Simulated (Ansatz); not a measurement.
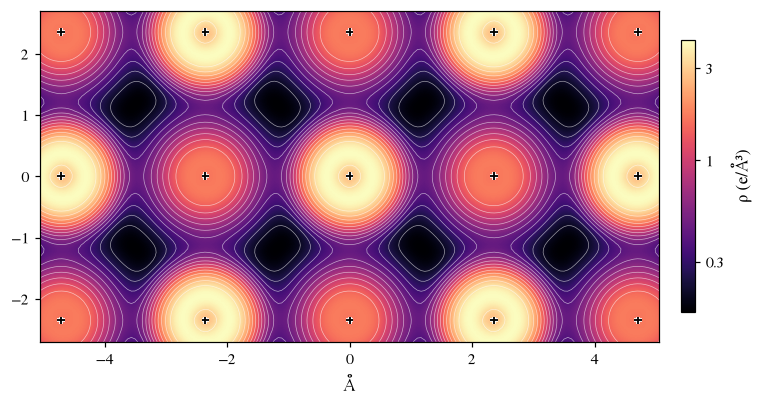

The valence pseudo-density on a plane through atoms (crosses mark nuclei in the plane).

Level of theory: Ansatz, DFT PBE, scalar-relativistic, plane waves, PAW.

Candidates:
A. Li, a = 3.05 Å, b = 3.05 Å, c = 10.02 Å, α = 90.00°, β = 90.00°, γ = 120.00°. Space group P6₃/mmc; a structure from a database of computed crystals, not necessarily the ambient phase.
B. ZrC, a = 4.71 Å, b = 4.71 Å, c = 4.71 Å, α = 90.00°, β = 90.00°, γ = 90.00°. Space group Fm-3m.
C. Rh, a = 3.75 Å, b = 3.75 Å, c = 3.75 Å, α = 90.00°, β = 90.00°, γ = 90.00°. Space group Fm-3m; changed on purpose from its base cell (volume × 0.94); computed pressure about 19 GPa in this cell; computed without spin polarisation.

Q: Which candidate gave the map?

A: Candidate B: ZrC on the (010) plane of the conventional cell, which holds Zr and C. Zr–C (2.35 Å): ρ is about 0.45 e/Å³ halfway.
